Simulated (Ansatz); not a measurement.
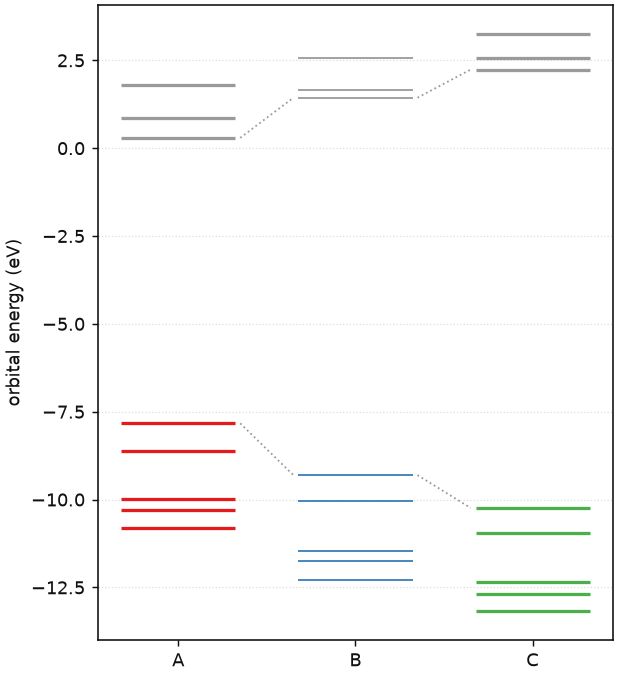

Frontier orbital energies of C₄H₆O₂, SMILES O=C1CCCO1 at one geometry, def2-TZVPP, the Ansatz code, at a PBE0-D4/def2-TZVP geometry (a minimum by its frequencies). Empty levels are grey, levels within 0.1 eV stand side by side; all columns show the same few orbitals around the gap. Dotted lines join the HOMOs and the LUMOs.

The columns come from CAM-B3LYP, PBE0 and ωB97M-V. Which is which?

Answer. A: PBE0 (HOMO −7.83, LUMO 0.29, separation 8.12 eV)
B: CAM-B3LYP (HOMO −9.30, LUMO 1.44, separation 10.74 eV)
C: ωB97M-V (HOMO −10.24, LUMO 2.24, separation 12.48 eV)

Limits of at least one run: empty levels above zero depend strongly on the basis; one conformer of a flexible molecule.
